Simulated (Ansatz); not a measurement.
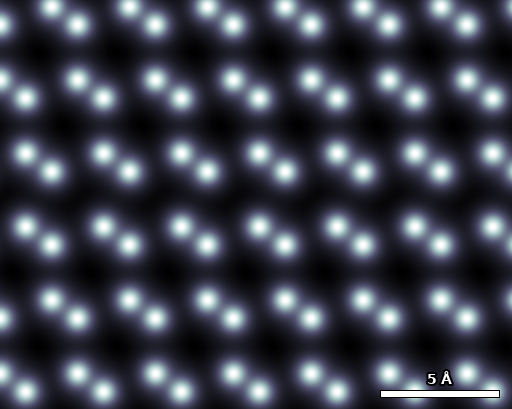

Integrated-DPC-like image of Rh (Fd-3m, No. 227) along [110]. Simulated as the projected potential of neutral atoms (B = 0.5 Å²) blurred by a 0.53 Å probe, the thin-sample limit of integrated differential phase contrast. The display is stretched by a gamma of 0.65; percentages refer to the linear signal.

One planar defect was built into the perfect crystal by geometry alone, without relaxation. Host structure: the end point of a relaxation with DFT, r2SCAN, plane waves (500 eV) with PAW, scalar-relativistic (Ansatz 0.2.0); the starting structure was generated, so it need not be a known form of this composition.

**Where does the periodic pattern break, and how?**

A planar fault (a stacking fault) runs horizontally about 9 Å below the top edge. The part above it is shifted along the boundary by 1/3 of the 3.34 Å repeat of the rows (1.1 Å to the right, the same as 2.2 Å to the left); both parts keep the same orientation.
